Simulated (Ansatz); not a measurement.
## Ti$_{3}$O$_{4}$ (space group I4/mmm, No. 139): the states at the Fermi level

```xyz
7
Lattice="-2.0659 2.0659 4.0891 2.0659 -2.0659 4.0891 2.0659 2.0659 -4.0891" Properties=species:S:1:pos:R:3 pbc="T T T"
Ti    2.0659    0.0000    2.0446
Ti    0.0000    0.0000    4.0891
Ti    0.0000    2.0659    2.0446
O     2.0659    0.0000    0.0000
O     0.0000    0.0000    1.9964
O     0.0000    2.0659    0.0000
O     0.0000    0.0000    6.1818
```

These are results of DFT PBEsol, scalar-relativistic, plane waves, PAW; levels and slopes on a dense k mesh at the converged density (Ansatz 0.2.0), not measurements. No spin polarisation. The levels come from a k mesh of 24×24×24 points. The geometry was not relaxed (residual pressure −6 GPa). The cell comes from a database of computed structures, not from a measurement.

## 1. The sheets

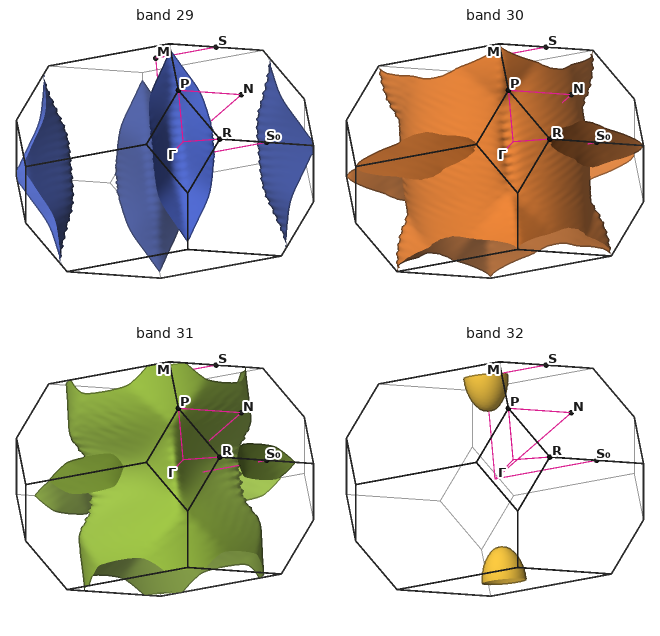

Fermi surface of this crystal. Each panel holds one band. The brighter face of a sheet looks towards empty states.

Q: What does each sheet look like, and where are the electron and hole pockets?

A: Four bands cross the Fermi level; this is a quasi-two-dimensional metal.

Band 29: one open hole tube parallel to Γ–M.
Band 30: one open electron tube parallel to Γ–M.
Band 31: one open electron tube parallel to Γ–M.
Band 32: one electron pocket centred at M (0.89 % of the zone).
A pocket cut by a face of the zone is counted once with the part on the opposite face.

Q: How large are the density of states and the plasma frequency?

A: The density of states at the Fermi level is 2.2 states/eV per primitive cell. The intraband plasma frequencies along the cartesian axes x, y and z of the cell as given are 6.9, 6.9 and 2.3 eV.

## 2. Weight on the atoms

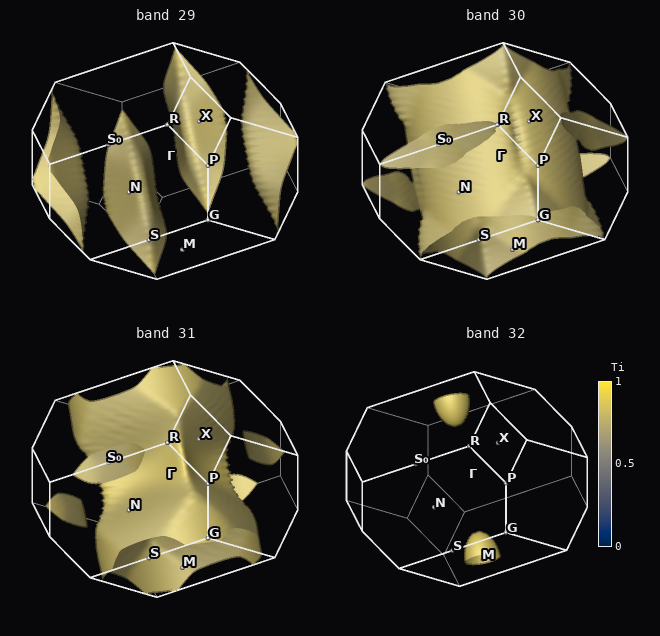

Fermi surface of this crystal, coloured by the weight of the states on Ti (Voronoi cells).

Q: On which elements do the states at the Fermi level lie?

A: Band 29: Ti (75 %) and O (25 %). Band 30: Ti (76 %) and O (24 %). Band 31: Ti (77 %) and O (23 %). Band 32: Ti (83 %) and O (17 %).

## 3. Cuts and bands

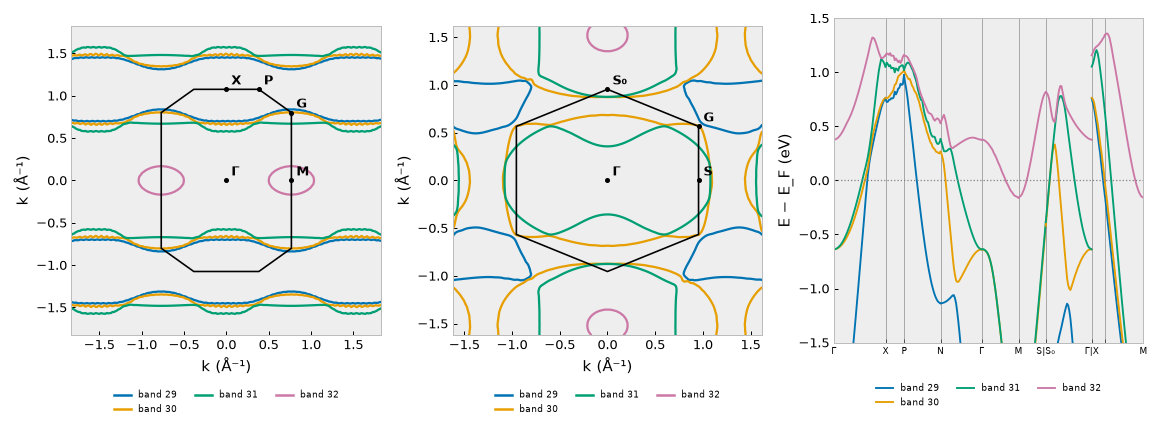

This crystal: cuts through the Fermi surface in the plane through Γ, M and X and the plane through Γ, S and G, and the bands that cross the Fermi level.

Q: Give each band's level at the labelled points, in eV from the Fermi level.

A:
```json
{"band": "band 29", "Γ": "below", "M": "below", "X": "+0.76", "P": "+0.97", "N": "−1.14"}
{"band": "band 30", "Γ": "−0.64", "M": "below", "X": "+0.76", "P": "+1.02", "N": "+0.27"}
{"band": "band 31", "Γ": "−0.64", "M": "below", "X": "+1.05", "P": "+1.02", "N": "+0.38"}
{"band": "band 32", "Γ": "+0.38", "M": "−0.16", "X": "+1.16", "P": "+1.16", "N": "+0.53"}
```

Negative values are filled states; "above" and "below" lie outside the plotted window.

No Hubbard term was used and no spin, so a compound that is really a magnetic or Mott insulator can come out metallic. A magnetic state wasn't tried and may lie lower. Necks and pockets thinner than about two mesh steps aren't resolved, so separate pockets may in truth be joined.

The run (self-consistency and the dense mesh) took 59 s on 2 threads of Intel(R) Xeon(R) Platinum 8488C (Sapphire Rapids) (shared host), peak memory 1.4 GiB.
